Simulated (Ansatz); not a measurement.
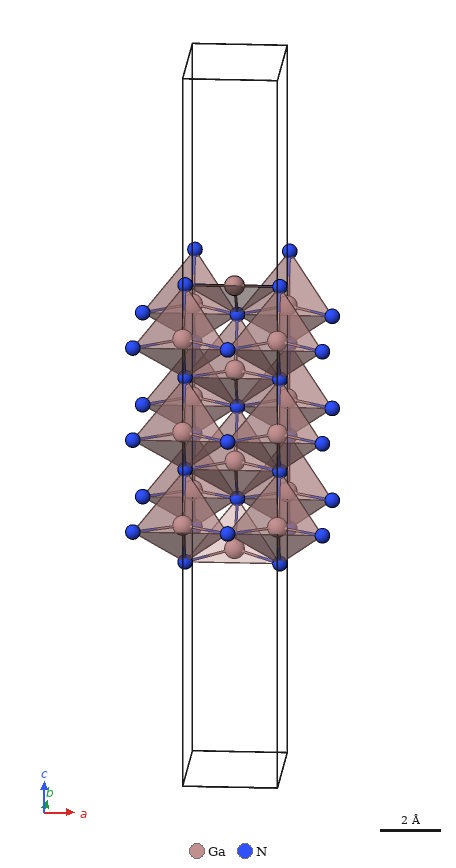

The figure gives a polyhedral picture of the atoms, viewed from the side at a slight tilt. The parallelepiped is the simulation cell. Some atoms of the next cells are drawn as well.

GaN, a = 3.18 Å, b = 4.50 Å, c = 24.54 Å, α = 90.00°, β = 90.00°, γ = 90.00°.

All computed values are from Ansatz, DFT PBEsol, scalar-relativistic, plane waves, PAW. Settings: plane-wave cutoff 420 eV, Brillouin-zone sampling on an 8×6×1 mesh, Gaussian smearing of 0.05 eV, no spin polarisation.

Question: What is the band gap, if any?

Answer: A semiconductor at this level, with a gap of 1.56 eV on the k-mesh (the true edges may lie between mesh points, so the gap can be somewhat smaller).

It derives from a structure listed in the Materials Project, from which a slab was cut. The atoms were relaxed in a fixed cell with Ansatz 0.2.0, DFT PBEsol, scalar-relativistic, plane waves, PAW.
